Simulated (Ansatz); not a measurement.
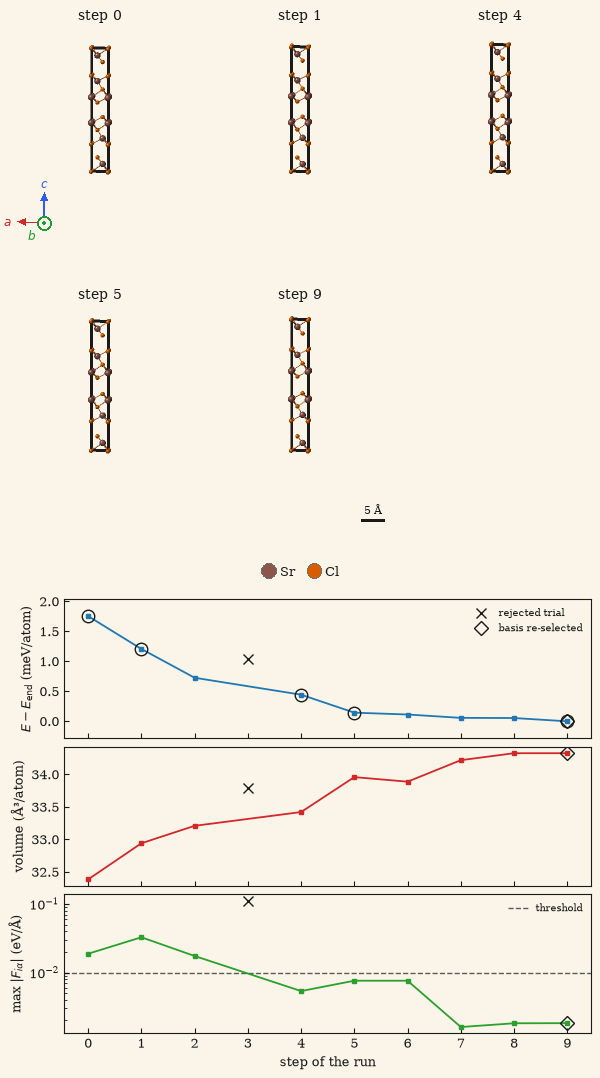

Frames of a relaxation of solid Sr2Cl3 (built on the tetradymite_166 type), marked on the history of the run. A ball-and-stick model of the conventional cell (3 times the calculation's cell), seen from a free direction. Lengths and directions refer to the drawn axes.

Case: tetradymite type (R-3m, No. 166).

Theory: DFT PBE, scalar-relativistic, plane waves, PAW in Ansatz. Set-up: plane-wave cutoff 420 eV; k-point mesh 12 × 12 × 12; occupations gaussian; smearing width 0.1 eV; no spin polarisation; cell and atoms relaxed; force threshold 0.01 eV/Å; at most 80 steps.

Question: What happens along the run?

Answer: The largest moves relative to the cell, 0.18 Å, are those of Cl atoms. Largest moves by element: Cl 0.18 Å, Sr 0.11 Å. The volume changes by +6.0 %, with a = b 4.499 → 4.495 Å (−0.1 %), c 27.712 → 29.433 Å (+6.2 %). The space group stays R-3m (No. 166). The energy falls by 1.8 meV per atom in 7 accepted moves (9 points after the start). The largest force component goes from 0.019 to 0.0018 eV/Å. Pressure: 0.13 GPa at the start and 0.01 GPa at the end. The line search rejected the trial step at point 3 of the run. The SCF was repeated once at an unchanged geometry on a basis and grid sized afresh for the cell, which shifted the energy by 0.1 meV per atom at most. From step 0 to 1: Cl atoms move most (0.07 Å), volume +1.7 %, energy −0.5 meV per atom. From step 1 to 4: Cl atoms move most (0.02 Å), volume +1.5 %, energy −0.8 meV per atom. From step 4 to 5: Cl atoms move most (0.04 Å), volume +1.6 %, energy −0.3 meV per atom. From step 5 to 9: Cl atoms move most (0.04 Å), volume +1.1 %, energy −0.1 meV per atom.

Limits of the set-up: an odd number of electrons was run without spin polarisation, which fails if the electron would localise.
